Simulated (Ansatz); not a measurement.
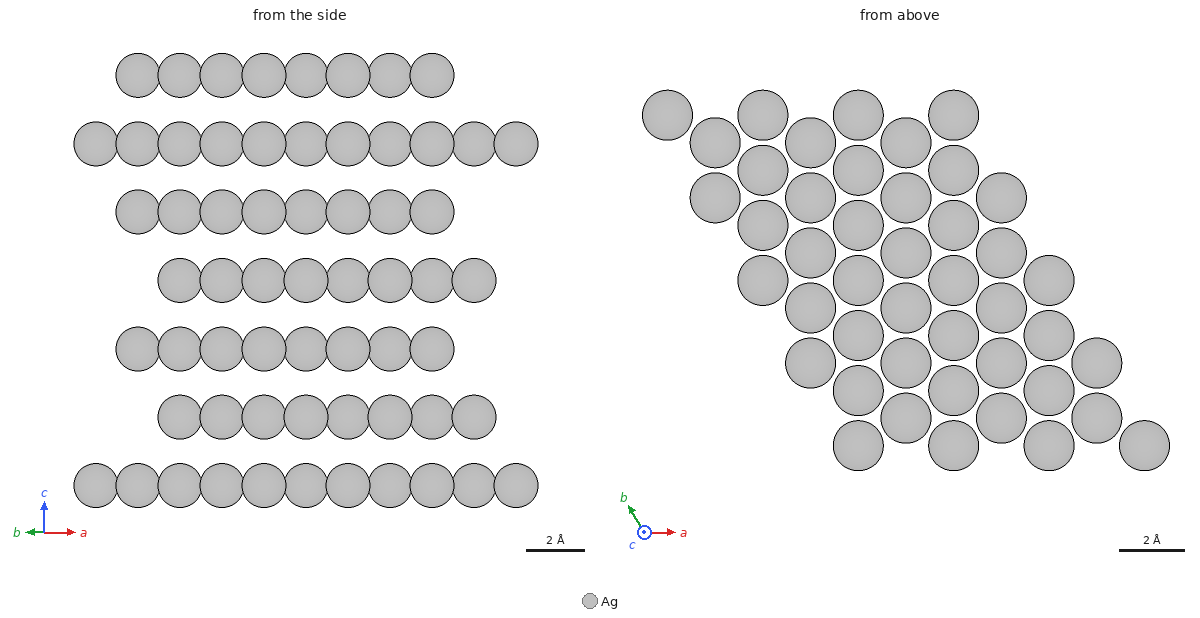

A spheres-only picture of a periodic slab, seen from the side and from above. The surface normal points up in side views; the vacuum is left out. 3×4 cells are drawn in the plane, with atoms at the edges repeated.

The cell holds 7 Ag. The slab was cut from bulk Ag (R-3m).

Q: How far does the slab extend along the normal?

A: About 14 Å from the lowest to the highest atom.

Q: What is the stacking of atomic planes, top to bottom?

A: Seven planes: Ag / Ag / Ag / Ag / Ag / Ag / Ag.

Q: On which plane does the slab lie?

A: (0 0 1).

Computational set-up: DFT PBE, scalar-relativistic, plane waves, PAW (Ansatz), a plane-wave cutoff of 420 eV, the zone sampled with 12×12×1 points, Gaussian smearing of 0.1 eV, no spin polarisation.

Q: Give the work function of each face.

A: 4.48 eV on both faces.

The structure was taken from a structure listed in the Materials Project, from which a slab was cut. The atoms were relaxed in a fixed cell with DFT PBE, scalar-relativistic, plane waves, PAW in Ansatz 0.2.0.
